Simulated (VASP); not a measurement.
**What a change does: geometry relaxation on GaN**

System: GaN (2 atoms in the cell).
Method of run A: DFT, PBEsol, plane waves, PAW (VASP 6.6.1).

The structure was built on a prototype by a generator. The geometry comes from this level: PBE. 

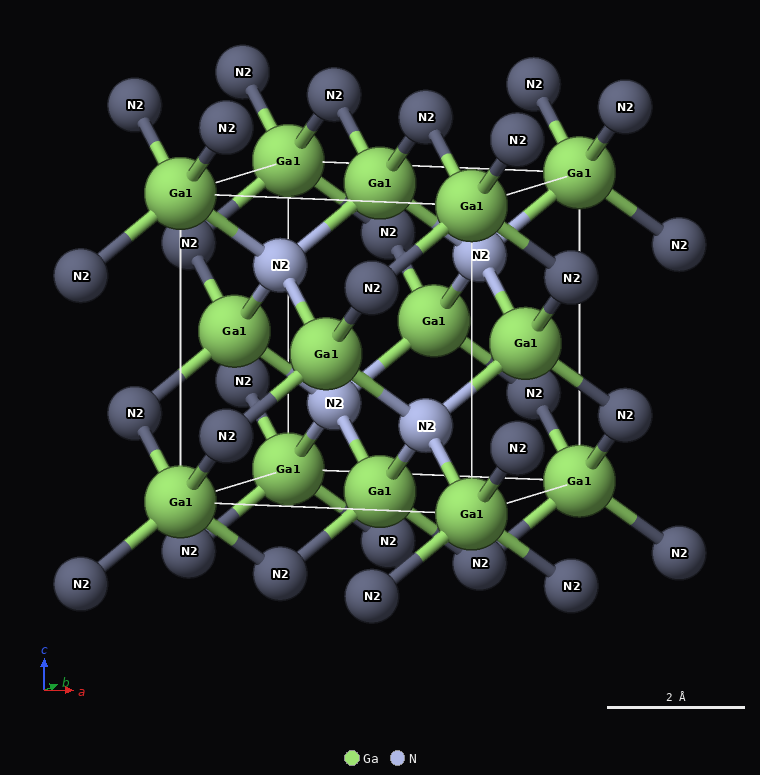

Figure 1. The structure as given in the input (ball-and-stick view of the cell 4 times as large as that of the calculation, set on its symmetry axes, seen slightly off an axis; neighbours outside the cell are drawn fainter; atoms are numbered from 1 in the order of the input). Near neighbours in the crystal (not all of them lie inside the picture): Ga has 4 N at 1.97 Å; N has 4 Ga at 1.97 Å.

INCAR, run A:
```
ENCUT = 600.000000
SIGMA = 0.020000
EDIFF = 1.00e-07
EDIFFG = -5.00e-03
GGA = PS
PREC = Accurate
IBRION = 2
ISIF = 3
ISMEAR = -1
NBANDS = 16
NELM = 120
NSW = 40
LASPH = .TRUE.
LCHARG = .FALSE.
LWAVE = .FALSE.
LREAL = .FALSE.
```

KPOINTS, run A:
```
KPOINTS created by Atomic Simulation Environment
0
Gamma
8 8 8
0 0 0
```

POSCAR, run A:
```
Ga N
 1.0000000000000000
     0.0000000000000000    2.2741788659219644    2.2741788659219644
     2.2741788659219644    0.0000000000000000    2.2741788659219644
     2.2741788659219644    2.2741788659219644    0.0000000000000000
 Ga  N
   1   1
Cartesian
  0.0000000000000000  0.0000000000000000  0.0000000000000000
  1.1370894329609822  1.1370894329609822  1.1370894329609822
```

Launched with:
```bash
mpirun -np 1 vasp_std
```

Hardware: 1 CPU thread, shared host.

OSZICAR and lines of OUTCAR (run A):
```
N       E                     dE             d eps       ncg     rms          rms(c)
DAV:   1     0.843626926551E+02    0.84363E+02   -0.10059E+04  1024   0.218E+03
DAV:   2    -0.866927772140E+01   -0.93032E+02   -0.85461E+02  1080   0.341E+02
DAV:   3    -0.148652792573E+02   -0.61960E+01   -0.61650E+01  1056   0.756E+01
DAV:   4    -0.149436405341E+02   -0.78361E-01   -0.78351E-01  1208   0.891E+00
DAV:   5    -0.149446042971E+02   -0.96376E-03   -0.96376E-03  1080   0.903E-01    0.722E+00
DAV:   6    -0.131538415171E+02    0.17908E+01   -0.42645E+00  1424   0.399E+01    0.264E+00
DAV:   7    -0.131433327270E+02    0.10509E-01   -0.28013E-01   976   0.576E+00    0.168E+00
DAV:   8    -0.131268855627E+02    0.16447E-01   -0.51592E-02  1200   0.270E+00    0.663E-01
DAV:   9    -0.131237579911E+02    0.31276E-02   -0.11769E-02  1376   0.239E+00    0.167E-01
DAV:  10    -0.131238592802E+02   -0.10129E-03   -0.11798E-03  1176   0.498E-01    0.716E-02
DAV:  11    -0.131238210107E+02    0.38269E-04   -0.14720E-04  1424   0.192E-01    0.793E-03
DAV:  12    -0.131238231041E+02   -0.20934E-05   -0.13280E-05  1072   0.451E-02    0.488E-03
DAV:  13    -0.131238230393E+02    0.64786E-07   -0.50325E-07  1144   0.983E-03
   1 F= -.13123823E+02 E0= -.13123823E+02  d E =-.131238E+02
[... from OUTCAR:]
   NELECT =      18.0000    total number of electrons
 E-fermi :   5.6788
  free  energy   TOTEN  =       -13.1238230393 eV
  energy  without entropy=      -13.1238230393  energy(sigma->0) =      -13.12382304
```

The input of run B differs as follows (lines with − go, lines with + come):
```diff
-SIGMA = 0.020000
-ISMEAR = -1
+ISMEAR = 1
+SIGMA = 0.5
+ISYM = 1
+NELMIN = 4
```

Predict how the results change.

The energy of run B (smearing taken to zero) is 0.45 meV per atom lower, which comes mainly from the change of smearing; a solver setting shouldn't move a converged energy. The SCF takes 30 iterations against 13.

OSZICAR and lines of OUTCAR (run B):
```
N       E                     dE             d eps       ncg     rms          rms(c)
DAV:   1     0.905814274742E+02    0.90581E+02   -0.10105E+04  1000   0.217E+03
DAV:   2    -0.785540607758E+01   -0.98437E+02   -0.90624E+02  1064   0.357E+02
DAV:   3    -0.147683784350E+02   -0.69130E+01   -0.68829E+01  1056   0.784E+01
DAV:   4    -0.148639381059E+02   -0.95560E-01   -0.95533E-01  1208   0.999E+00
DAV:   5    -0.148653351855E+02   -0.13971E-02   -0.13971E-02  1080   0.107E+00    0.708E+00
DAV:   6    -0.131373219568E+02    0.17280E+01   -0.42823E+00  1440   0.388E+01    0.264E+00
DAV:   7    -0.131248708427E+02    0.12451E-01   -0.26610E-01   976   0.588E+00    0.167E+00
[...]
       N       E                     dE             d eps       ncg     rms          rms(c)
DAV:   1    -0.132689671293E+02   -0.16007E+00   -0.16605E+00  1096   0.340E+01    0.231E+00
DAV:   2    -0.131546115728E+02    0.11436E+00   -0.14334E-01  1128   0.118E+01    0.105E+00
DAV:   3    -0.131258367610E+02    0.28775E-01   -0.26576E-02  1104   0.617E+00    0.249E-01
DAV:   4    -0.131223550193E+02    0.34817E-02   -0.39194E-03  1224   0.781E-01    0.502E-02
DAV:   5    -0.131222417602E+02    0.11326E-03   -0.88762E-05  1224   0.118E-01    0.269E-02
DAV:   6    -0.131222360418E+02    0.57183E-05   -0.57765E-06  1120   0.344E-02    0.326E-03
DAV:   7    -0.131222359234E+02    0.11841E-06   -0.21799E-07   984   0.666E-03    0.714E-04
DAV:   8    -0.131222359137E+02    0.97448E-08   -0.53239E-08   680   0.321E-03
   3 F= -.13122236E+02 E0= -.13124715E+02  d E =-.165820E-01
[... from OUTCAR:]
   NELECT =      18.0000    total number of electrons
 E-fermi :   5.3880
  free  energy   TOTEN  =       -13.1222359137 eV
  energy  without entropy=      -13.1296731294  energy(sigma->0) =      -13.12471499
```

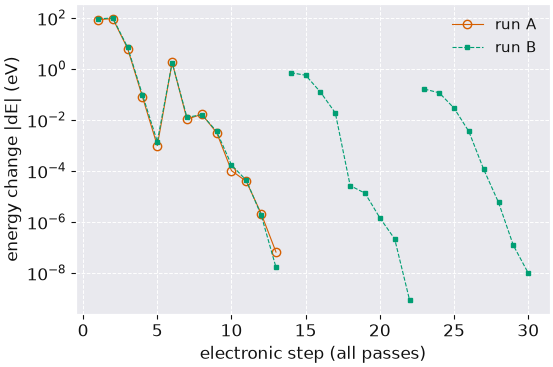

Figure 2. Convergence of the two runs: energy change |dE| against the electronic step. A break in a curve parts two SCF passes. Run A takes 13 steps in all, and run B takes 30.

The two runs side by side:

```csv
quantity,run A,run B
outcome,converged,converged
free energy per atom (eV),−6.5619,−6.5611
"energy per atom, smearing taken to zero (eV)",−6.5619,−6.5624
pressure (GPa),−0.03,−0.05
largest force (eV/Å),0.000,0.000
SCF iterations,13,30
irreducible k-points,29,29
```

For run B: These settings are looser than, or depart from, a standard set-up, so the numbers are not reference values for this system.
